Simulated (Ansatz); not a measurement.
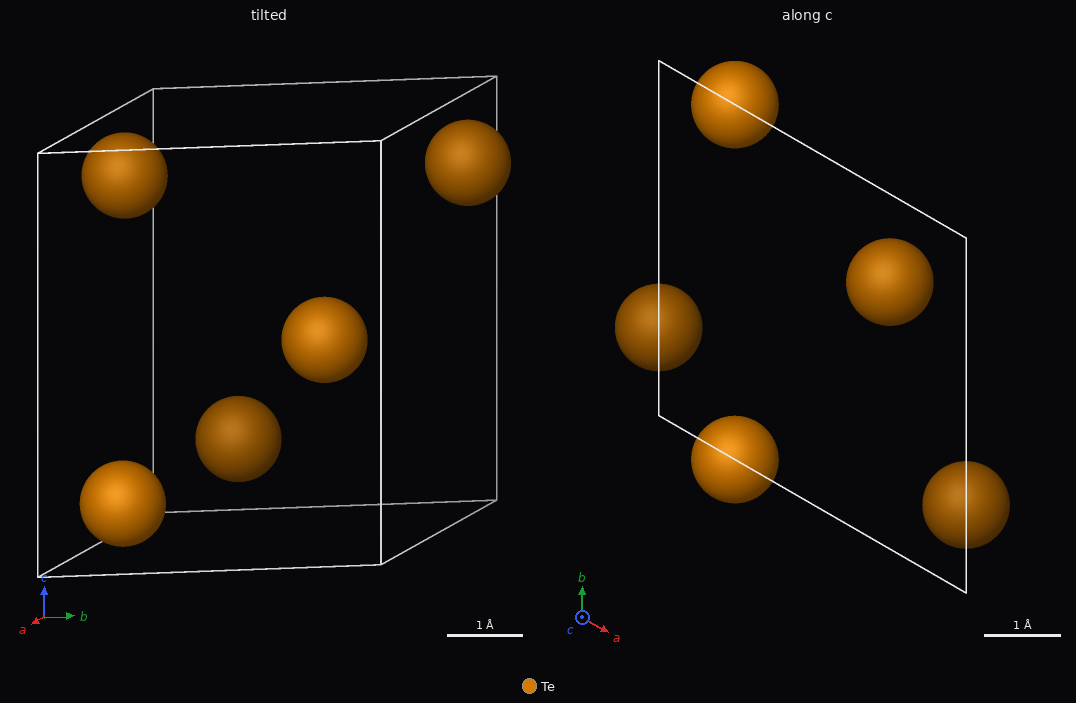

Shown here is a ball-and-stick view of the crystal, taken slightly off an axis and along the c axis. Thin lines show the conventional unit cell, with boundary atoms drawn in all their periodic places.

Edges and angles: a = 4.69 Å, b = 4.69 Å, c = 5.80 Å, α = 90.00°, β = 90.00°, γ = 120.00°.

What is the number of atoms per cell?

3 (tellurium), counting shared atoms by their share.

State the space group and its number.

P3_121 (No. 152), with Te on 3b.

What is the topology of the bonding, in broad terms?

The bonds build Te chains along [001].

It derives from a structure type known for this element. Earlier steps of the study may have refined or changed the cell and positions. Ansatz was used for an electronic-structure calculation on it.
